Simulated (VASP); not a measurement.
**Geometry relaxation of MoSi2 (part 2 of 3)**

The same run, continued: MoSi2 (I4/mmm, 3 atoms in the cell); Kohn-Sham DFT of a periodic cell, LDA, VASP PAW LDA potentials, recommended, no spin polarisation (VASP 6.6.1); cutoff 350 eV, 10×10×10 k-mesh, Gaussian smearing of 0.1 eV. The structure derives from an entry of the Crystallography Open Database.

Geometry of the input (Å; fractional positions):
```
-1.6000  1.6000  3.9305
1.6000  -1.6000  3.9305
1.6000  1.6000  -3.9305
Si 0.3330  0.3330  0.0000
Si 0.6670  0.6670  0.0000
Mo 0.0000  0.0000  0.0000
```

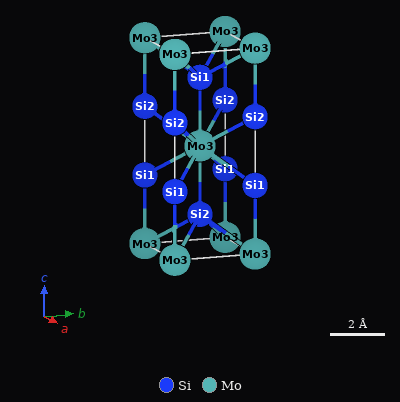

Figure 1. The input geometry (ball-and-stick view of the cell 2 times as large as that of the calculation, set on its symmetry axes, seen slightly off an axis; atoms are numbered from 1 in the order of the input). An atom can appear more than once, as a periodic image.

Parts of OUTCAR, continued
```
  Length of vectors
     0.033739992  0.033739992  0.044194174

  Shift w.r.t. Gamma in fractional coordinates (k-lattice)
     0.000000000  0.000000000  0.000000000

 Subroutine IBZKPT returns following result:
 ===========================================

 Found    102 irreducible k-points:

 Following reciprocal coordinates:
            Coordinates               Weight
  0.000000  0.000000  0.000000      1.000000
  0.100000  0.000000 -0.000000      8.000000
  0.200000  0.000000 -0.000000      8.000000
  0.300000  0.000000 -0.000000      8.000000
  0.400000  0.000000  0.000000      8.000000
  0.500000  0.000000 -0.000000      4.000000
  0.100000  0.100000 -0.000000      8.000000
  0.200000  0.100000  0.000000     16.000000
  0.300000  0.100000 -0.000000     16.000000
  0.400000  0.100000 -0.000000     16.000000
  0.500000  0.100000  0.000000     16.000000
 -0.400000  0.100000  0.000000     16.000000
 -0.300000  0.100000  0.000000     16.000000
 -0.200000  0.100000  0.000000     16.000000
 -0.100000  0.100000  0.000000      4.000000
  0.200000  0.200000 -0.000000      8.000000
  0.300000  0.200000 -0.000000     16.000000
  0.400000  0.200000  0.000000     16.000000
  0.500000  0.200000 -0.000000     16.000000
 -0.400000  0.200000 -0.000000     16.000000
 -0.300000  0.200000  0.000000     16.000000
 -0.200000  0.200000  0.000000      4.000000
  0.300000  0.300000 -0.000000      8.000000
  0.400000  0.300000  0.000000     16.000000
 [... further k-points ...]
   k-points           NKPTS =    102   k-points in BZ     NKDIM =    102   number of bands    NBANDS=     15
   number of dos      NEDOS =    301   number of ions     NIONS =      3
   total plane-waves  NPLWV =  21952
   dimension x,y,z NGX =    28 NGY =   28 NGZ =   28
   dimension x,y,z NGXF=    56 NGYF=   56 NGZF=   56
   ions per type =               2   1
   NGX,Y,Z   is equivalent  to a cutoff of  10.26, 10.26, 10.26 a.u.
   NGXF,Y,Z  is equivalent  to a cutoff of  20.53, 20.53, 20.53 a.u.
 SYSTEM =  unknown system
   PREC   = accura    normal or accurate (medium, high low for compatibility)
   ISTART =      0    job   : 0-new  1-cont  2-samecut
   ICHARG =      2    charge: 1-file 2-atom 10-const
   ISPIN  =      1    spin polarized calculation?
   LNONCOLLINEAR =      F non collinear calculations
   LSORBIT =      F    spin-orbit coupling
   LASPH  =      T    aspherical Exc in radial PAW
   ENCUT  =  350.0 eV  25.72 Ry    5.07 a.u.   6.92  6.92  6.92*2*pi/ulx,y,z
   NELM   =     80;   NELMIN=  2; NELMDL= -5     # of ELM steps
   EDIFF  = 0.1E-06   stopping-criterion for ELM
   LREAL  =      F    real-space projection
   EDIFFG = -.2E-02   stopping-criterion for IOM
   NSW    =     80    number of steps for IOM
   IBRION =      2    ionic relax: 0-MD 1-quasi-New 2-CG
   NFREE  =      1    steps in history (QN), initial steepest desc. (CG)
   ISIF   =      3    stress and relaxation
   ISYM   =      2    0-nonsym 1-usesym 2-fastsym
   POTIM  = 0.5000    time-step for ionic-motion
   TEBEG  =    0.0;   TEEND  =   0.0 temperature during run
   PSTRESS=    0.0 pullay stress
   NELECT =      22.0000    total number of electrons
   NUPDOWN=      -1.0000    fix difference up-down
   EMIN   =  10.00;   EMAX   =-10.00  energy-range for DOS
   EFERMI =   0.00;   METHOD = LEGACY
   ISMEAR =     0;   SIGMA  =   0.10  broadening in eV -4-tet -1-fermi 0-gaus
   EFERMI_NEDOS =   21; number of points for ismear=-14 and -15
   IALGO  =     68    algorithm
   IMIX   =      4    mixing-type and parameters
     AMIX     =   0.40;   BMIX     =  1.00
     AMIX_MAG =   1.60;   BMIX_MAG =  1.00
  volume/ion in A,a.u.               =      13.42        90.54
  Fermi-wavevector in a.u.,A,eV,Ry     =   1.338546  2.529484 24.377614  1.791704
  Thomas-Fermi vector in A             =   2.467007
   LORBIT       =      0    0 simple, 1 ext, 2 COOP (PROOUT), +10 PAW based schemes
   GGA     = CA    functional components
   LHFCALC =     F    Hartree Fock is set to
   AEXX    =    0.0000 exact exchange contribution
   IVDW    =     0    specifies the selected vdW correction
   LEPSILON=     F    determine dielectric tensor
   LRPA    =     F    only Hartree local field effects (RPA)
 conjugate gradient relaxation of ions
 non-spin polarized calculation
 RMM-DIIS sequential band-by-band and
 Gauss-broadening in eV      SIGMA  =   0.10
  energy-cutoff  :      350.00
  volume of cell :       40.25
 maximum number of plane-waves:       609
   NGX = 13   NGY = 13   NGZ = 13

--------------------------------------- Ionic step        1  -------------------------------------------

 number of electron      22.0000001 magnetization

 Free energy of the ion-electron system (eV)
  ---------------------------------------------------
  ext. energy  EPLUGINS =         0.00000000
  ---------------------------------------------------
  free energy    TOTEN  =       -25.78878779 eV

  energy without entropy =      -25.78636710  energy(sigma->0) =      -25.78757744

------------------------ aborting loop because EDIFF is reached ----------------------------------------

  FORCE on cell =-STRESS in cart. coord.  units (eV):
  Direction    XX          YY          ZZ          XY          YZ          ZX
  --------------------------------------------------------------------------------------
  -------------------------------------------------------------------------------------
  Total       -1.3608490     -1.3608490     -1.8494857      0.0000000      0.0000000      0.0000000
  in kB      -54.1717392    -54.1717392    -73.6230479      0.0000000      0.0000000      0.0000000
  external PRESSURE =     -60.6555087 kB  Pullay stress =       0.0000000 kB

 VOLUME and BASIS-vectors are now :
 -----------------------------------------------------------------------------
  energy-cutoff  :      350.00
  volume of cell :       40.25
      direct lattice vectors                 reciprocal lattice vectors
    -1.600000000  1.600000000  3.930500000     0.000000000  0.312500000  0.127210279
     1.600000000 -1.600000000  3.930500000     0.312500000  0.000000000  0.127210279
     1.600000000  1.600000000 -3.930500000     0.312500000  0.312500000  0.000000000

 POSITION                                       TOTAL-FORCE (eV/Angst)
 -----------------------------------------------------------------------------------
      0.00000      0.00000      2.61771        -0.000000     -0.000000      0.383836
      0.00000      0.00000      5.24329         0.000000      0.000000     -0.383836
      0.00000      0.00000      0.00000         0.000000      0.000000      0.000000
 -----------------------------------------------------------------------------------
    total drift:                               -0.000000      0.000000     -0.000000

  FREE ENERGIE OF THE ION-ELECTRON SYSTEM (eV)
  ---------------------------------------------------
  free  energy   TOTEN  =       -25.7887877923 eV

  energy  without entropy=      -25.7863670957  energy(sigma->0) =      -25.78757744

--------------------------------------- Ionic step        2  -------------------------------------------

 number of electron      21.9999998 magnetization

------------------------ aborting loop because EDIFF is reached ----------------------------------------

  FORCE on cell =-STRESS in cart. coord.  units (eV):
  Direction    XX          YY          ZZ          XY          YZ          ZX
  --------------------------------------------------------------------------------------
  -------------------------------------------------------------------------------------
  Total        2.5998008      2.5998008      3.5339841      0.0000000     -0.0000000      0.0000000
  in kB      111.4895972    111.4895972    151.5510224      0.0000000     -0.0000000      0.0000000
  external PRESSURE =     124.8434056 kB  Pullay stress =       0.0000000 kB

 VOLUME and BASIS-vectors are now :
 -----------------------------------------------------------------------------
  energy-cutoff  :      350.00
  volume of cell :       37.36
      direct lattice vectors                 reciprocal lattice vectors
    -1.564986149  1.564986149  3.813601563     0.000000000  0.319491645  0.131109659
     1.564986149 -1.564986149  3.813601563     0.319491645  0.000000000  0.131109659
     1.564986149  1.564986149 -3.813601563     0.319491645  0.319491645  0.000000000

 POSITION                                       TOTAL-FORCE (eV/Angst)
 -----------------------------------------------------------------------------------
      1.56499      1.56499     -1.25578         0.000000      0.000000     -0.131945
      0.00000      0.00000      5.06938        -0.000000     -0.000000      0.131945
      0.00000      0.00000      0.00000        -0.000000     -0.000000      0.000000
 -----------------------------------------------------------------------------------
    total drift:                                0.000000     -0.000000      0.000000

  FREE ENERGIE OF THE ION-ELECTRON SYSTEM (eV)
  ---------------------------------------------------
  free  energy   TOTEN  =       -25.7464071733 eV

  energy  without entropy=      -25.7448917706  energy(sigma->0) =      -25.74564947

--------------------------------------- Ionic step        3  -------------------------------------------

 number of electron      21.9999999 magnetization

------------------------ aborting loop because EDIFF is reached ----------------------------------------

  FORCE on cell =-STRESS in cart. coord.  units (eV):
  Direction    XX          YY          ZZ          XY          YZ          ZX
  --------------------------------------------------------------------------------------
  -------------------------------------------------------------------------------------
  Total        0.0702390      0.0702390      0.0884285      0.0000000      0.0000000      0.0000000
  in kB        2.8768765      2.8768765      3.6218908      0.0000000      0.0000000      0.0000000
  external PRESSURE =       3.1252146 kB  Pullay stress =       0.0000000 kB

 VOLUME and BASIS-vectors are now :
 -----------------------------------------------------------------------------
  energy-cutoff  :      350.00
  volume of cell :       39.12
      direct lattice vectors                 reciprocal lattice vectors
    -1.586487595  1.586487595  3.885387022     0.000000000  0.315161620  0.128687309
     1.586487595 -1.586487595  3.885387022     0.315161620  0.000000000  0.128687309
     1.586487595  1.586487595 -3.885387022     0.315161620  0.315161620  0.000000000

 POSITION                                       TOTAL-FORCE (eV/Angst)
 -----------------------------------------------------------------------------------
      0.00000      0.00000      2.59439         0.000000      0.000000      0.215281
      0.00000      0.00000      5.17639        -0.000000     -0.000000     -0.215281
      0.00000      0.00000      0.00000         0.000000      0.000000     -0.000000
 -----------------------------------------------------------------------------------
    total drift:                               -0.000000      0.000000     -0.000000

  FREE ENERGIE OF THE ION-ELECTRON SYSTEM (eV)
  ---------------------------------------------------
  free  energy   TOTEN  =       -25.8142845865 eV

  energy  without entropy=      -25.8121911450  energy(sigma->0) =      -25.81323787

--------------------------------------- Ionic step        4  -------------------------------------------

 number of electron      21.9999999 magnetization

------------------------ aborting loop because EDIFF is reached ----------------------------------------

  FORCE on cell =-STRESS in cart. coord.  units (eV):
  Direction    XX          YY          ZZ          XY          YZ          ZX
  --------------------------------------------------------------------------------------
  -------------------------------------------------------------------------------------
  Total        0.0977546      0.0977546      0.1262158      0.0000000     -0.0000000      0.0000000
  in kB        4.0061654      4.0061654      5.1725601      0.0000000     -0.0000000      0.0000000
  external PRESSURE =       4.3949636 kB  Pullay stress =       0.0000000 kB

 VOLUME and BASIS-vectors are now :
 -----------------------------------------------------------------------------
  energy-cutoff  :      350.00
  volume of cell :       39.09
      direct lattice vectors                 reciprocal lattice vectors
    -1.586217346  1.586217346  3.884484761     0.000000000  0.315215315  0.128717200
     1.586217346 -1.586217346  3.884484761     0.315215315  0.000000000  0.128717200
     1.586217346  1.586217346 -3.884484761     0.315215315  0.315215315  0.000000000

 POSITION                                       TOTAL-FORCE (eV/Angst)
 -----------------------------------------------------------------------------------
      1.58622      1.58622     -1.29056        -0.000000     -0.000000      0.211403
      0.00000      0.00000      5.17504         0.000000      0.000000     -0.211403
      0.00000      0.00000      0.00000         0.000000      0.000000      0.000000
 -----------------------------------------------------------------------------------
    total drift:                                0.000000      0.000000     -0.000000

  FREE ENERGIE OF THE ION-ELECTRON SYSTEM (eV)
  ---------------------------------------------------
  free  energy   TOTEN  =       -25.8142914975 eV

  energy  without entropy=      -25.8122051902  energy(sigma->0) =      -25.81324834

--------------------------------------- Ionic step        5  -------------------------------------------

 number of electron      22.0000000 magnetization

------------------------ aborting loop because EDIFF is reached ----------------------------------------
```
